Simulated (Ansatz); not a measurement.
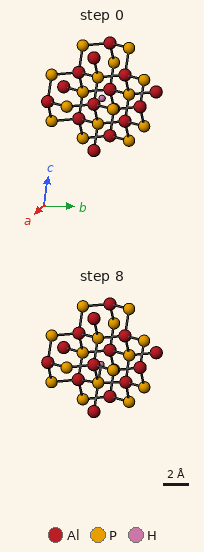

The structure of a defect cell of composition Al16P16H before (top) and after (bottom) a relaxation, at one scale.

A ball-and-stick model of the atoms within 5.0 Å of the atom that moves most (axes of the conventional cell (2 times the calculation's cell) (origin shifted)), seen slightly off an axis. Lengths and directions refer to the drawn axes.

Case: H interstitial, charge +0, atoms relaxed.

Computed with DFT PBEsol, scalar-relativistic, plane waves, PAW in Ansatz 0.2.0. Set-up: plane-wave cutoff 420 eV; k-point mesh 2 × 2 × 2; occupations gaussian; smearing width 0.02 eV; mesh shifted by (0.5, 0.5, 0.5); collinear spin; atoms relaxed in a fixed cell; force threshold 0.02 eV/Å; at most 60 steps.

Describe what moved and what it gained.

The H atom moves most: 0.49 Å roughly along [1 0 −3]. By element the largest moves are H 0.49 Å, P 0.18 Å, Al 0.07 Å. The lattice vectors keep their values. Near-neighbour distances that change, for instance: H–P 2.265 → 1.604 Å, Al–P 2.369 → 2.545 Å, Al–P 2.369 → 2.386 Å, Al–P 2.369 → 2.362 Å. New bonds form: H–P (2.27 → 1.60 Å). Bond angles that change, for instance: P–Al–P 109.5° → 104.1°, Al–P–Al 109.5° → 105.4°, Al–P–Al 109.5° → 113.2°. Over 7 accepted moves (8 points after the start) the energy falls by 0.118 eV per cell of the calculation. Largest force component: 0.1 eV/Å at the start, 0.0035 eV/Å at the end. The line search rejected the trial step at point 5 of the run.
